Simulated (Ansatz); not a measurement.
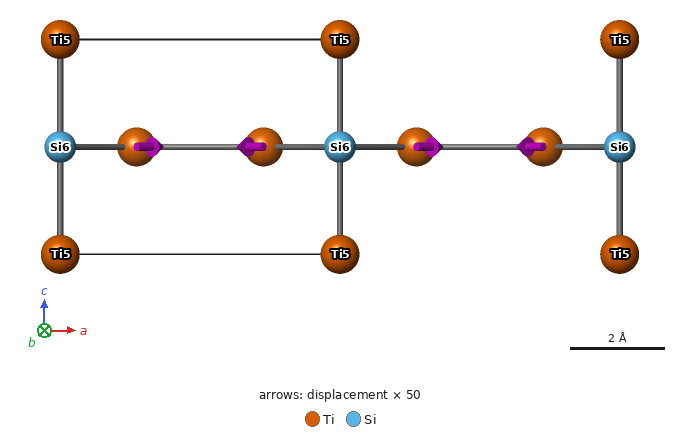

This is a relaxation of a crystal of Ti5Si (a generated structure, set up in P4/mmm). The starting structure is drawn; purple arrows show the displacements (the part carried along by the change of the cell is left out), 50 times their true length.

A ball-and-stick model of the cell of the calculation, repeated 2 × 1 × 1 with one cell outlined, seen along the b axis.

Theory: DFT PBE, scalar-relativistic, plane waves, PAW (Ansatz). Settings: plane-wave cutoff 420 eV; k-point mesh 6 × 6 × 8; occupations gaussian; smearing width 0.1 eV; collinear spin; cell and atoms relaxed; force threshold 0.01 eV/Å; at most 80 steps.

Atoms of which element are displaced furthest, and by how much?

Answer. Titanium: up to 0.016 Å, against 0.000 Å for silicon.

Describe the change and its energy.

Answer. The largest moves relative to the cell, 0.016 Å, are those of Ti atoms. Si stays in place. Cell: a = b 5.972 → 5.949 Å (−0.4 %), c 4.587 → 4.616 Å (+0.6 %). Volume −0.1 %. Near-neighbour distances that change, for instance: Ti–Ti 2.711 → 2.677 Å, Si–Ti 2.293 → 2.308 Å. The space group stays P4/mmm (No. 123). After 3 accepted moves (4 points after the start) the energy has fallen by 6.9 meV per cell of the calculation. The largest force component goes from 0.085 to 0.00037 eV/Å. Pressure: 0.04 GPa at the start and 0.00 GPa at the end. At 1 point the geometry stayed and the basis and grid were re-selected for the new cell (energy shift of less than 0.05 meV per cell of the calculation at most each time). The run took 110 s on 1 thread of AMD EPYC 9R45 96-Core Processor (Zen 5), with other jobs on the host, peak memory 0.82 GiB.
